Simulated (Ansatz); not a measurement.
# Si24O47 (cell charge +1, with a compensating background) (cell with a defect): what the fields show

The calculation's input:

```
crystal:
  lattice:
    - [9.8316, 0.0, 0.0]
    - [-4.9158, 8.51441536, 0.0]
    - [0.0, 0.0, 10.8182]
  atoms:
    - { symbol: Si, position: [0.26515, 0.0, 0.16666667] }
    - { symbol: Si, position: [0.0, 0.26515, 0.33333333] }
    - { symbol: Si, position: [0.23485, 0.23485, 0.0] }
    - { symbol: O, position: [0.0731, 0.2071, 0.4405] }
    - { symbol: O, position: [0.2929, 0.366, 0.10716667] }
    - { symbol: O, position: [0.134, 0.4269, 0.27383333] }
    - { symbol: O, position: [0.2071, 0.0731, 0.0595] }
    - { symbol: O, position: [0.4269, 0.134, 0.22616667] }
    - { symbol: Si, position: [0.26515, 0.0, 0.66666667] }
    - { symbol: Si, position: [0.0, 0.26515, 0.83333333] }
    - { symbol: Si, position: [0.23485, 0.23485, 0.5], spin: 1.0 }
    - { symbol: O, position: [0.0731, 0.2071, 0.9405] }
    - { symbol: O, position: [0.2929, 0.366, 0.60716667] }
    - { symbol: O, position: [0.134, 0.4269, 0.77383333] }
    - { symbol: O, position: [0.2071, 0.0731, 0.5595] }
    - { symbol: O, position: [0.366, 0.2929, 0.89283333] }
    - { symbol: O, position: [0.4269, 0.134, 0.72616667] }
    - { symbol: Si, position: [0.26515, 0.5, 0.16666667] }
    - { symbol: Si, position: [0.0, 0.76515, 0.33333333] }
    - { symbol: Si, position: [0.23485, 0.73485, 0.0] }
    - { symbol: O, position: [0.0731, 0.7071, 0.4405] }
    - { symbol: O, position: [0.2929, 0.866, 0.10716667] }
    - { symbol: O, position: [0.134, 0.9269, 0.27383333] }
    - { symbol: O, position: [0.2071, 0.5731, 0.0595] }
    - { symbol: O, position: [0.366, 0.7929, 0.39283333] }
    - { symbol: O, position: [0.4269, 0.634, 0.22616667] }
    - { symbol: Si, position: [0.26515, 0.5, 0.66666667] }
    - { symbol: Si, position: [0.0, 0.76515, 0.83333333] }
    - { symbol: Si, position: [0.23485, 0.73485, 0.5] }
    - { symbol: O, position: [0.0731, 0.7071, 0.9405] }
    - { symbol: O, position: [0.2929, 0.866, 0.60716667] }
    - { symbol: O, position: [0.134, 0.9269, 0.77383333] }
    - { symbol: O, position: [0.2071, 0.5731, 0.5595] }
    - { symbol: O, position: [0.366, 0.7929, 0.89283333] }
    - { symbol: O, position: [0.4269, 0.634, 0.72616667] }
    - { symbol: Si, position: [0.76515, 0.0, 0.16666667] }
    - { symbol: Si, position: [0.63646342, 0.23719537, 0.2727395] }
    - { symbol: Si, position: [0.73485, 0.23485, 0.0] }
    - { symbol: O, position: [0.5731, 0.2071, 0.4405] }
    - { symbol: O, position: [0.7929, 0.366, 0.10716667] }
    - { symbol: O, position: [0.634, 0.4269, 0.27383333] }
    - { symbol: O, position: [0.7071, 0.0731, 0.0595] }
    - { symbol: O, position: [0.866, 0.2929, 0.39283333] }
    - { symbol: O, position: [0.9269, 0.134, 0.22616667] }
    - { symbol: Si, position: [0.76515, 0.0, 0.66666667] }
    - { symbol: Si, position: [0.5, 0.26515, 0.83333333] }
    - { symbol: Si, position: [0.73485, 0.23485, 0.5] }
    - { symbol: O, position: [0.5731, 0.2071, 0.9405] }
    - { symbol: O, position: [0.7929, 0.366, 0.60716667] }
    - { symbol: O, position: [0.634, 0.4269, 0.77383333] }
    - { symbol: O, position: [0.7071, 0.0731, 0.5595] }
    - { symbol: O, position: [0.866, 0.2929, 0.89283333] }
    - { symbol: O, position: [0.9269, 0.134, 0.72616667] }
    - { symbol: Si, position: [0.76515, 0.5, 0.16666667] }
    - { symbol: Si, position: [0.5, 0.76515, 0.33333333] }
    - { symbol: Si, position: [0.73485, 0.73485, 0.0] }
    - { symbol: O, position: [0.5731, 0.7071, 0.4405] }
    - { symbol: O, position: [0.7929, 0.866, 0.10716667] }
    - { symbol: O, position: [0.634, 0.9269, 0.27383333] }
    - { symbol: O, position: [0.7071, 0.5731, 0.0595] }
    - { symbol: O, position: [0.866, 0.7929, 0.39283333] }
    - { symbol: O, position: [0.9269, 0.634, 0.22616667] }
    - { symbol: Si, position: [0.76515, 0.5, 0.66666667] }
    - { symbol: Si, position: [0.5, 0.76515, 0.83333333] }
    - { symbol: Si, position: [0.73485, 0.73485, 0.5] }
    - { symbol: O, position: [0.5731, 0.7071, 0.9405] }
    - { symbol: O, position: [0.7929, 0.866, 0.60716667] }
    - { symbol: O, position: [0.634, 0.9269, 0.77383333] }
    - { symbol: O, position: [0.7071, 0.5731, 0.5595] }
    - { symbol: O, position: [0.866, 0.7929, 0.89283333] }
    - { symbol: O, position: [0.9269, 0.634, 0.72616667] }
magnetization:
  spin_polarized: true
total_charge: 1
scf:
  occupations: { method: gaussian, width: 0.02 }
output:
  forces: true
  stress: false
  eigenvalues: true
  populations: true
  write_density: true
  write_potential: true
  elf: true
  volumetric_format: npy
kpoints:
  mp_grid: { grid: [1, 1, 1] }
hamiltonian:
  xc: pbe
  pseudopotentials: { kind: paw, azcp: { folder: soft_1 } }
relax:
  f_tol: 0.015
  max_steps: 120
```

Launched as:

```sh
ansatz run input.yaml --threads 8 --pin off --max-ram 32768MiB --backend cpu --events-out ev --progress --plain --runs-dir out
```

The fields are those of the relaxed geometry.

PAW files of the earlier set (soft_1); spin-polarised.

Theory: Ansatz 0.2.0, DFT PBE, scalar-relativistic, plane waves, PAW.

The density is the valence pseudo-density of a PAW calculation; it isn't the true density close to the nuclei.

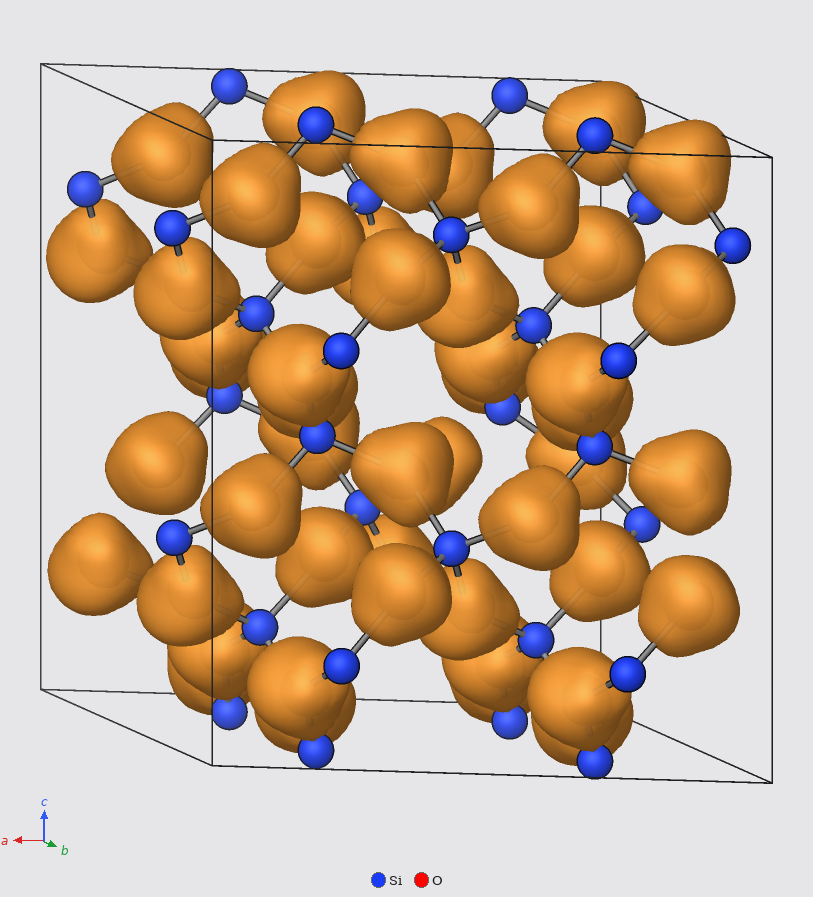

Figure 1. Isosurface of the electron localisation function at 0.75 (orange), seen at an oblique angle. Only the valence region is drawn (cores and ρ < 0.01 e/Å³ removed). Sticks mark near contacts.

Describe the localisation domains.

Answer. The surface consists of 47 regions on O in which the atom's valence shell and bonds are merged and one pocket between the atoms, centred on no nucleus (multi-centre or interstitial), counted in one cell of 71 atoms. Regions shared between cells count once. Profiles from the grid: Si–O (1.59 Å): the ELF peaks at about 0.85 between the atoms: a shared but strongly polarised pair. Si–O (1.63 Å): the ELF peaks at about 0.85 between the atoms, as expected for a shared but strongly polarised pair.

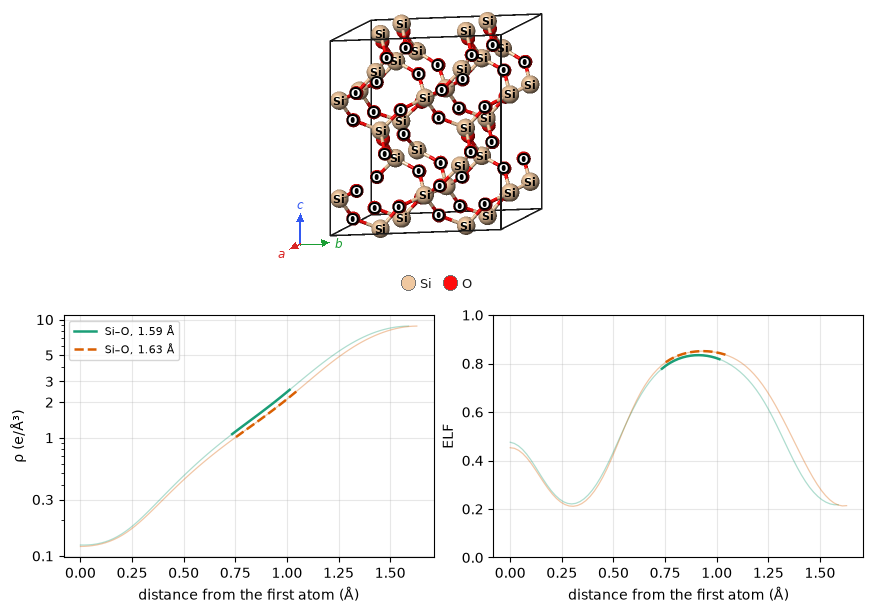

Figure 2. Valence pseudo-density and electron localisation function along straight lines between neighbouring atoms. Thin, pale parts lie inside the atomic spheres. The structure is drawn too.

What can be read from the curves?

Answer. Si–O (1.59 Å): the density is about 1.3 e/Å³ at the midpoint; the ELF peaks at about 0.85 between the atoms; a shared but strongly polarised pair.
Si–O (1.63 Å): ρ at the midpoint is about 1.2 e/Å³; the ELF peaks at about 0.85 between the atoms: a polar covalent bond.

Metal or insulator at this level of theory?

Answer. It is gapped, with a Kohn–Sham gap of 1.4 eV at the Γ point, the only k-point used.
